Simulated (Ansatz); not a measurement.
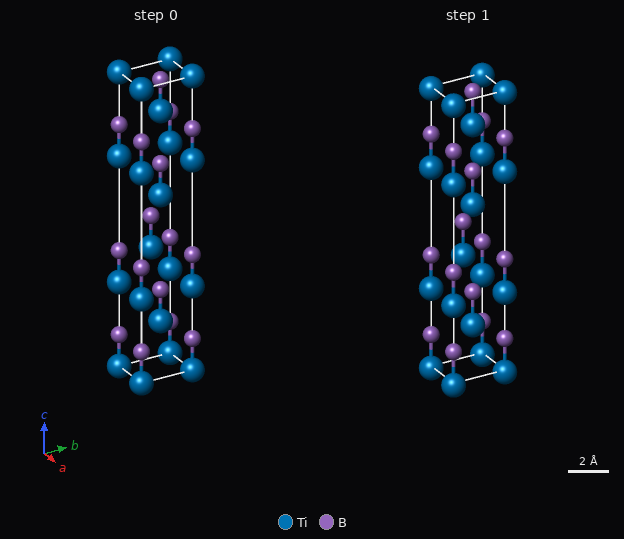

The structure of a crystal of TiB (a generated structure, set up in P3m1) before (left) and after (right) a relaxation, at one scale.

A ball-and-stick model of the cell of the calculation, seen slightly off an axis.

Case: stacking ABACBAB.

Method: DFT PBEsol, scalar-relativistic, plane waves, PAW in Ansatz 0.2.0. (plane-wave cutoff 420 eV; k-point mesh 12 × 12 × 3; occupations gaussian; smearing width 0.1 eV; no spin polarisation; cell and atoms relaxed; force threshold 0.01 eV/Å; at most 45 steps)

> Summarise the run.

The run was cut off at its time limit before the relaxation converged, so the last structure is only a point on the way. The largest moves relative to the cell, 0.12 Å, are those of Ti and B atoms. Largest moves by element: B 0.12 Å, Ti 0.12 Å. The drawn cell changes as follows: a = b 3.830 → 3.849 Å (+0.5 %), c 15.446 → 14.691 Å (−4.9 %); the volume changes by −3.9 %. Among the contacts that change: B–Ti 2.758 → 2.397 Å, B–Ti 2.758 → 2.424 Å, B–Ti 1.655 → 1.759 Å, Ti–Ti 3.124 → 3.044 Å. The space group stays P3m1 (No. 156). The energy falls by 505 meV per atom in 1 geometry step. Largest force component: 10 eV/Å at the start, 6.6 eV/Å at the end. The pressure goes from 19.86 to 15.95 GPa.
